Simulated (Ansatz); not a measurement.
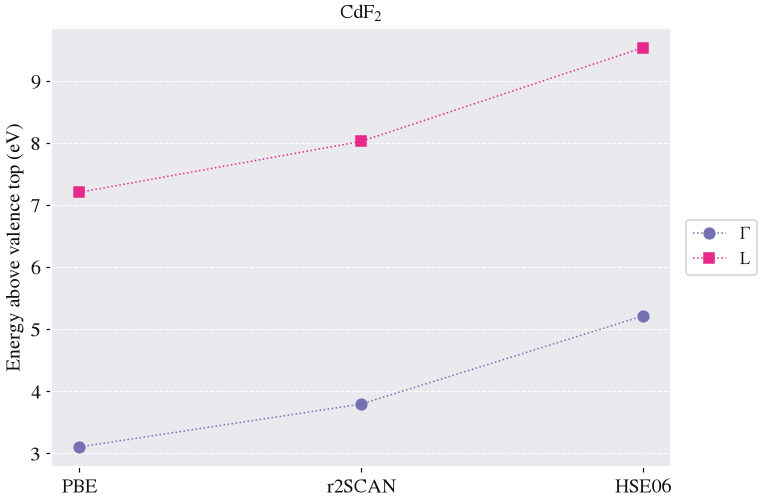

Lowest conduction level at each named k point, counted from the valence-band top at W, by several methods on one cell of fluorite-type CdF$_{2}$, space group Fm-3m, 3 atoms in the primitive cell, relaxed with r2SCAN; cubic a = 5.388 Å. All runs are without spin-orbit coupling and carry no moments. The cell is at 5 GPa in PBE.

| method | program | Γ (eV) | L (eV) |
| --- | --- | --- | --- |
| PBE | Ansatz | 3.10 | 7.20 |
| r2SCAN | Ansatz | 3.79 | 8.02 |
| HSE06 | Ansatz | 5.21 | 9.53 |

**What does PBE0 give? It was run as: PBE0, Ansatz PAW set, 6×6×6 k mesh, 420 eV cutoff, fixed occupations (Ansatz 0.2.0).**

PBE0 keeps the long-range exact exchange that HSE06 screens off, so it lies above HSE06, here by 0.75 eV at Γ. PBE0 gives 5.96 eV at Γ and 10.32 eV at L, which is +2.86 eV from PBE at Γ.

**Does PBE0 shift these levels rigidly from PBE?**

The shifts are +2.86 eV at Γ and +3.12 eV at L, and at points that aren't plotted +3.22 eV (X) and +3.24 eV (W): over the named points that both runs hold, a spread of 0.38 eV on a mean of 3.11 eV, so one shift describes them only roughly.

**How do the methods rank at Γ?**

From low to high: PBE 3.10, r2SCAN 3.79, HSE06 5.21, PBE0 5.96 eV.

Settings. PBE: Ansatz PAW set, 8×8×8 k mesh, 420 eV cutoff, Fermi-Dirac smearing of 0.02 eV (Ansatz 0.2.0). r2SCAN: Ansatz PAW set, 8×8×8 k mesh, 500 eV cutoff, fixed occupations (Ansatz). HSE06: Ansatz PAW set, 6×6×6 k mesh, 420 eV cutoff, fixed occupations (Ansatz).

The cell was built by a generator and needn't be a form met in nature. r2SCAN, HSE06 and PBE0: the PAW data sets were made with another functional. LDA, GGA and most meta-GGA functionals understate gaps.
